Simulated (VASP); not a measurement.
# Run report: LiF, band-structure calculation

LiF (R-3m, 2 atoms in the cell), computed with DFT, PBE, plane waves, PAW (VASP 6.6.1).

The structure was built on a prototype by a generator. The geometry comes from this level: r2SCAN (a point of a series of strains). It belongs to a series of runs on one base structure; here: epitaxial_111 strain +3.6%.

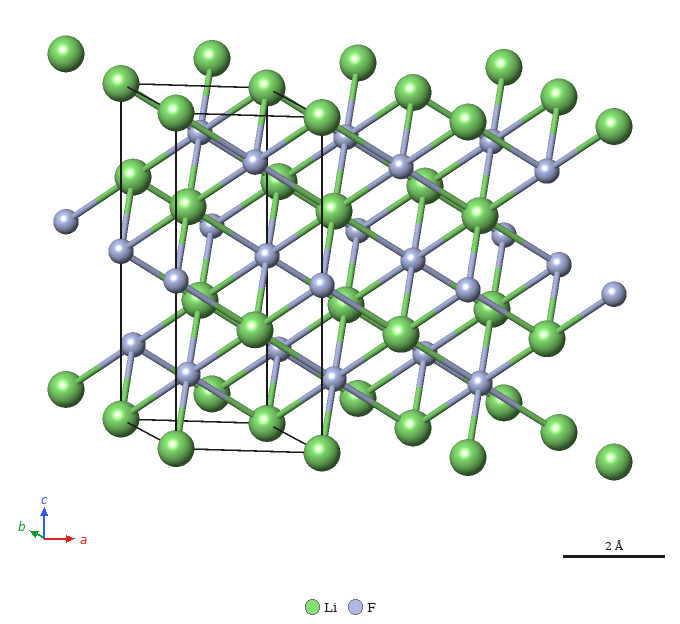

Fig. 1: The structure (ball-and-stick view of the cell 3 times as large as that of the calculation, set on its symmetry axes, repeated 3 × 2 × 1, seen slightly off an axis). Near neighbours in the crystal (not all of them lie inside the picture): Li has 6 F at 2.03 Å; F has 6 Li at 2.03 Å.

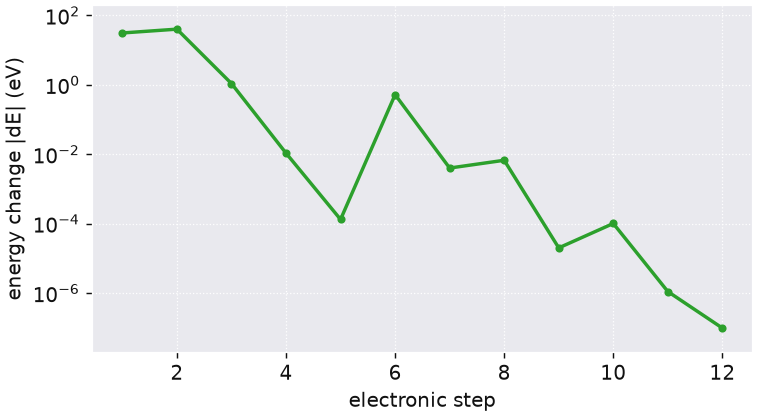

Fig. 2: Convergence of the self-consistent field: energy change |dE| against the electronic step. It takes 12 electronic steps. The density is held fixed in the first few steps, and dE rises again when its update begins.

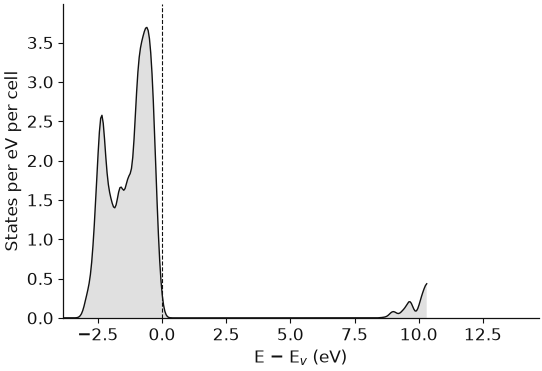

Fig. 3: Density of states (the curve is built from the levels of the k mesh with Gaussians 0.3 eV wide, which also blur the band edges), with energies from the valence-band top. There is a gap of 8.67 eV on the k-point mesh. Small ripples come from the finite k-point mesh.

The input that produced these results follows, with the program's output.

INCAR
```
ENCUT = 520.000000
SIGMA = 0.020000
EDIFF = 1.00e-07
GGA = PE
PREC = Accurate
IBRION = -1
ISIF = 2
ISMEAR = -1
NBANDS = 12
NELM = 120
NSW = 0
LASPH = .TRUE.
LCHARG = .TRUE.
LELF = .TRUE.
LWAVE = .FALSE.
LREAL = .FALSE.
```

KPOINTS
```
KPOINTS created by Atomic Simulation Environment
0
Gamma
10 10 10
0 0 0
```

KPOINTS_OPT
```
special points
6
Reciprocal
0.0000000000 0.0000000000 0.0000000000 1
0.5000000000 0.0000000000 0.5000000000 1
0.6250000000 0.2500000000 0.6250000000 1
0.3750000000 0.3750000000 0.7500000000 1
0.5000000000 0.5000000000 0.5000000000 1
0.5000000000 0.2500000000 0.7500000000 1
```

POSCAR
```
Li F
 1.0000000000000000
    -0.0670353019000000    2.0000507985999998    2.0000507985999998
     2.0000507985999998   -0.0670353019000000    2.0000507985999998
     2.0000507985999998    2.0000507985999998   -0.0670353019000000
 Li  F
   1   1
Cartesian
  0.0000000000000000  0.0000000000000000  0.0000000000000000
  1.9665331476499994  1.9665331476499994  1.9665331476499994
```

Run as:
```bash
mpirun -np 1 vasp_std
```

OSZICAR
```
N       E                     dE             d eps       ncg     rms          rms(c)
DAV:   1     0.313645847113E+02    0.31365E+02   -0.53887E+03  2872   0.844E+02
DAV:   2    -0.903828761829E+01   -0.40403E+02   -0.39341E+02  3360   0.185E+02
DAV:   3    -0.101326121671E+02   -0.10943E+01   -0.10912E+01  3716   0.266E+01
DAV:   4    -0.101434122357E+02   -0.10800E-01   -0.10800E-01  3140   0.287E+00
DAV:   5    -0.101435449396E+02   -0.13270E-03   -0.13270E-03  3636   0.233E-01    0.455E+00
DAV:   6    -0.962008804330E+01    0.52346E+00   -0.25438E+00  3124   0.982E+00    0.141E+00
DAV:   7    -0.962410643244E+01   -0.40184E-02   -0.18064E-02  3708   0.118E+00    0.867E-01
DAV:   8    -0.963083151840E+01   -0.67251E-02   -0.15599E-02  3436   0.130E+00    0.114E-01
DAV:   9    -0.963085162228E+01   -0.20104E-04   -0.94837E-04  3264   0.278E-01    0.443E-02
DAV:  10    -0.963095309042E+01   -0.10147E-03   -0.14456E-04  3192   0.934E-02    0.165E-02
DAV:  11    -0.963095198314E+01    0.11073E-05   -0.71083E-06  3584   0.247E-02    0.198E-03
DAV:  12    -0.963095208128E+01   -0.98146E-07   -0.52708E-07  3296   0.623E-03
   1 F= -.96309521E+01 E0= -.96309521E+01  d E =-.219539E-10
       N       E                     dE             ncg
DAV:   1     0.105748699012E+04   -0.29086E+04      160
DAV:   2     0.835423527885E+03   -0.22206E+03      184
DAV:   3     0.830166519902E+03   -0.52570E+01      188
DAV:   4     0.830135325529E+03   -0.31194E-01      184
DAV:   5     0.830135092567E+03   -0.23296E-03      180
DAV:   6     0.830135090179E+03   -0.23874E-05      196
DAV:   7     0.830135090153E+03   -0.26693E-07      180
```

Parts of OUTCAR
```
k-points           NKPTS =    116   k-points in BZ     NKDIM =    116   number of bands    NBANDS=     12

   NELECT =      10.0000    total number of electrons

   dimension x,y,z NGX =    24 NGY =   24 NGZ =   24
   dimension x,y,z NGXF=    48 NGYF=   48 NGZF=   48

  energy-cutoff  :      520.00
  volume of cell :       16.81
      direct lattice vectors                 reciprocal lattice vectors
    -0.067035302  2.000050799  2.000050799    -0.237763674  0.246009112  0.246009112
     2.000050799 -0.067035302  2.000050799     0.246009112 -0.237763674  0.246009112
     2.000050799  2.000050799 -0.067035302     0.246009112  0.246009112 -0.237763674

 k-points in reciprocal lattice and weights: KPOINTS created by Atomic Simulation Env
   0.00000000  0.00000000  0.00000000       0.001
   0.10000000  0.00000000  0.00000000       0.006
   0.20000000  0.00000000  0.00000000       0.006
   0.30000000  0.00000000 -0.00000000       0.006
   0.40000000  0.00000000 -0.00000000       0.006
   0.50000000  0.00000000  0.00000000       0.003
   0.10000000  0.10000000  0.00000000       0.006
   0.20000000  0.10000000  0.00000000       0.012
   0.30000000  0.10000000 -0.00000000       0.012
   0.40000000  0.10000000  0.00000000       0.012
   0.50000000  0.10000000 -0.00000000       0.012
  -0.40000000  0.10000000  0.00000000       0.012
  -0.30000000  0.10000000  0.00000000       0.012
  -0.20000000  0.10000000 -0.00000000       0.012
  -0.10000000  0.10000000  0.00000000       0.006
   0.20000000  0.20000000  0.00000000       0.006
   0.30000000  0.20000000  0.00000000       0.012
   0.40000000  0.20000000  0.00000000       0.012
   0.50000000  0.20000000  0.00000000       0.012
  -0.40000000  0.20000000  0.00000000       0.012
  -0.30000000  0.20000000  0.00000000       0.012
  -0.20000000  0.20000000  0.00000000       0.006
   0.30000000  0.30000000 -0.00000000       0.006
   0.40000000  0.30000000  0.00000000       0.012
   0.50000000  0.30000000 -0.00000000       0.012
  -0.40000000  0.30000000  0.00000000       0.012
  -0.30000000  0.30000000  0.00000000       0.006
   0.40000000  0.40000000  0.00000000       0.006
   0.50000000  0.40000000  0.00000000       0.012
  -0.40000000  0.40000000  0.00000000       0.006
   0.50000000  0.50000000  0.00000000       0.003
   0.10000000  0.10000000  0.10000000       0.002
   0.20000000  0.10000000  0.10000000       0.006
   0.30000000  0.10000000  0.10000000       0.006
   0.40000000  0.10000000  0.10000000       0.006
   0.50000000  0.10000000  0.10000000       0.006
  -0.40000000  0.10000000  0.10000000       0.006
  -0.30000000  0.10000000  0.10000000       0.006
  -0.20000000  0.10000000  0.10000000       0.006
  -0.10000000  0.10000000  0.10000000       0.006
   0.20000000  0.20000000  0.10000000       0.006
   0.30000000  0.20000000  0.10000000       0.012
   0.40000000  0.20000000  0.10000000       0.012
   0.50000000  0.20000000  0.10000000       0.012
  -0.40000000  0.20000000  0.10000000       0.012
  -0.30000000  0.20000000  0.10000000       0.012
  -0.20000000  0.20000000  0.10000000       0.012
  -0.10000000  0.20000000  0.10000000       0.012
   0.30000000  0.30000000  0.10000000       0.006
   0.40000000  0.30000000  0.10000000       0.012
   0.50000000  0.30000000  0.10000000       0.012
  -0.40000000  0.30000000  0.10000000       0.012
  -0.30000000  0.30000000  0.10000000       0.012
  -0.20000000  0.30000000  0.10000000       0.012
  -0.10000000  0.30000000  0.10000000       0.012
   0.40000000  0.40000000  0.10000000       0.006
   0.50000000  0.40000000  0.10000000       0.012
  -0.40000000  0.40000000  0.10000000       0.012
  -0.30000000  0.40000000  0.10000000       0.012
  -0.20000000  0.40000000  0.10000000       0.012
  -0.10000000  0.40000000  0.10000000       0.012
   0.50000000  0.50000000  0.10000000       0.006
  -0.40000000  0.50000000  0.10000000       0.012
  -0.30000000  0.50000000  0.10000000       0.012
  -0.20000000  0.50000000  0.10000000       0.012
  -0.10000000  0.50000000  0.10000000       0.006
  -0.40000000 -0.40000000  0.10000000       0.006
  -0.30000000 -0.40000000  0.10000000       0.012
  -0.20000000 -0.40000000  0.10000000       0.012
  -0.30000000 -0.30000000  0.10000000       0.006
  -0.20000000 -0.30000000  0.10000000       0.012
  -0.20000000 -0.20000000  0.10000000       0.006
   0.20000000  0.20000000  0.20000000       0.002
   0.30000000  0.20000000  0.20000000       0.006
   0.40000000  0.20000000  0.20000000       0.006
   0.50000000  0.20000000  0.20000000       0.006
  -0.40000000  0.20000000  0.20000000       0.006
  -0.30000000  0.20000000  0.20000000       0.006
  -0.20000000  0.20000000  0.20000000       0.006
   0.30000000  0.30000000  0.20000000       0.006
   0.40000000  0.30000000  0.20000000       0.012
   0.50000000  0.30000000  0.20000000       0.012
  -0.40000000  0.30000000  0.20000000       0.012
  -0.30000000  0.30000000  0.20000000       0.012
  -0.20000000  0.30000000  0.20000000       0.012
   0.40000000  0.40000000  0.20000000       0.006
   0.50000000  0.40000000  0.20000000       0.012
  -0.40000000  0.40000000  0.20000000       0.012
  -0.30000000  0.40000000  0.20000000       0.012
  -0.20000000  0.40000000  0.20000000       0.012
   0.50000000  0.50000000  0.20000000       0.006
  -0.40000000  0.50000000  0.20000000       0.012
  -0.30000000  0.50000000  0.20000000       0.012
  -0.20000000  0.50000000  0.20000000       0.006
  -0.40000000 -0.40000000  0.20000000       0.006
  -0.30000000 -0.40000000  0.20000000       0.012
  -0.30000000 -0.30000000  0.20000000       0.006
   0.30000000  0.30000000  0.30000000       0.002
   0.40000000  0.30000000  0.30000000       0.006
   0.50000000  0.30000000  0.30000000       0.006
  -0.40000000  0.30000000  0.30000000       0.006
  -0.30000000  0.30000000  0.30000000       0.006
   0.40000000  0.40000000  0.30000000       0.006
   0.50000000  0.40000000  0.30000000       0.012
  -0.40000000  0.40000000  0.30000000       0.012
  -0.30000000  0.40000000  0.30000000       0.012
   0.50000000  0.50000000  0.30000000       0.006
  -0.40000000  0.50000000  0.30000000       0.012
  -0.30000000  0.50000000  0.30000000       0.006
  -0.40000000 -0.40000000  0.30000000       0.006
   0.40000000  0.40000000  0.40000000       0.002
   0.50000000  0.40000000  0.40000000       0.006
  -0.40000000  0.40000000  0.40000000       0.006
   0.50000000  0.50000000  0.40000000       0.006
  -0.40000000  0.50000000  0.40000000       0.006
   0.50000000  0.50000000  0.50000000       0.001

 E-fermi :  -0.6530

 k-point     1 :       0.0000    0.0000    0.0000
  band No.  band energies     occupation
      1     -42.1807      2.00000
      2     -21.0776      2.00000
      3      -1.2567      2.00000
      4      -1.2567      2.00000
      5      -1.0159      2.00000
      6       7.6515      0.00000
      7      22.2296      0.00000
      8      22.2296      0.00000
      9      22.3298      0.00000
     10      22.3298      0.00000
     11      22.6360      0.00000
     12      24.0312      0.00000

 k-point     2 :       0.1000    0.0000    0.0000
  band No.  band energies     occupation
      1     -42.1761      2.00000
      2     -21.0432      2.00000
      3      -1.5129      2.00000
      4      -1.2727      2.00000
      5      -1.0587      2.00000
      6       7.9403      0.00000
      7      19.5326      0.00000
      8      21.0116      0.00000
      9      21.6158      0.00000
     10      23.3632      0.00000
     11      24.0390      0.00000
     12      24.6517      0.00000

 k-point     3 :       0.2000    0.0000    0.0000
  band No.  band energies     occupation
      1     -42.1636      2.00000
      2     -20.9489      2.00000
      3      -2.1636      2.00000
      4      -1.3135      2.00000
      5      -1.1278      2.00000
      6       8.5976      0.00000
      7      17.1743      0.00000
      8      19.6342      0.00000
      9      20.2249      0.00000
     10      24.6181      0.00000
     11      24.9320      0.00000
     12      26.0617      0.00000

 k-point     4 :       0.3000    0.0000   -0.0000
  band No.  band energies     occupation
      1     -42.1482      2.00000
      2     -20.8283      2.00000
      3      -2.8906      2.00000
      4      -1.3620      2.00000
      5      -1.2018      2.00000
      6       9.1902      0.00000
      7      15.7157      0.00000
      8      18.4615      0.00000
      9      19.0399      0.00000
     10      26.2114      0.00000
     11      26.2171      0.00000
     12      27.6995      0.00000

 k-point     5 :       0.4000    0.0000   -0.0000
  band No.  band energies     occupation
      1     -42.1358      2.00000
      2     -20.7268      2.00000
      3      -3.4317      2.00000
      4      -1.3996      2.00000
      5      -1.2588      2.00000
      6       9.4467      0.00000
      7      15.1425      0.00000
      8      17.6964      0.00000
      9      18.2752      0.00000
     10      27.7467      0.00000
     11      27.9090      0.00000
     12      29.3278      0.00000

 [... the levels of 110 k-points are left out ...]

 k-point   116 :       0.5000    0.5000    0.5000
  band No.  band energies     occupation
      1     -42.1221      2.00000
      2     -20.5816      2.00000
      3      -3.5684      2.00000
      4      -1.5279      2.00000
      5      -1.5279      2.00000
      6       9.2751      0.00000
      7      15.7694      0.00000
      8      16.8697      0.00000
      9      16.8697      0.00000
     10      28.2919      0.00000
     11      29.0644      0.00000
     12      29.0644      0.00000

  Total       -0.0357393     -0.0357393     -0.0357393      0.1944522      0.1944522      0.1944522
  in kB       -3.4072832     -3.4072832     -3.4072832     18.5385167     18.5385167     18.5385167
  external PRESSURE =      -3.4072832 kB  Pullay stress =       0.0000000 kB

 POSITION                                       TOTAL-FORCE (eV/Angst)
 -----------------------------------------------------------------------------------
      0.00000      0.00000      0.00000        -0.000000      0.000000      0.000000
      1.96653      1.96653      1.96653         0.000000     -0.000000     -0.000000
 -----------------------------------------------------------------------------------
    total drift:                               -0.000000     -0.000000      0.000000

  FREE ENERGIE OF THE ION-ELECTRON SYSTEM (eV)
  ---------------------------------------------------
  free  energy   TOTEN  =        -9.6309520813 eV

  energy  without entropy=       -9.6309520813  energy(sigma->0) =       -9.63095208
```

Results in brief

```csv
quantity,value
outcome,converged
space group (tolerance 0.01 Å),R-3m (166)
electrons treated,10
free energy,−9.6310 eV
Fermi energy,−0.653 eV
band gap,8.67 eV
pressure,−0.34 GPa
largest force (length of the vector),under 0.001 eV/Å
hardware,"1 CPU thread, shared host"
wall time,15 s
peak memory,0.14 GiB
```
